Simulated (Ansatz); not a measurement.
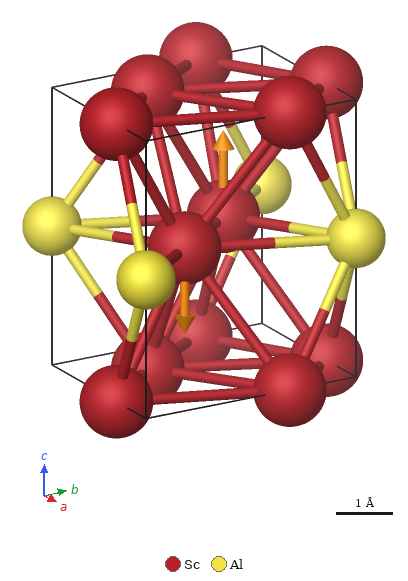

One vibrational mode of solid Sc$_{5}$Al (a generated structure) at the zone centre. The orange arrows are the displacements of the atoms (eigenvector over the root of the mass), of arbitrary overall length and sign. Style: ball-and-stick. Shown: the cell of the calculation, slightly off an axis.

All numbers below come from Ansatz 0.2.0, DFT PBE, scalar-relativistic, plane waves, PAW. (plane-wave cutoff 420 eV; k-point mesh 12 × 12 × 8; occupations fermi dirac; smearing width 0.15 eV; no spin polarisation)

The frequencies depend somewhat on the k-mesh and the smearing.

What mode is this, and where does it lie in the spectrum?

This is the A₁″ mode at 184 cm⁻¹, optical level 4 of 9, counted from below, silent by symmetry (neither infrared- nor Raman-active). The Sc (3f) and Al atoms stay at rest; all motion is along c; atoms of one kind move against one another, with no net shift of their sublattice.
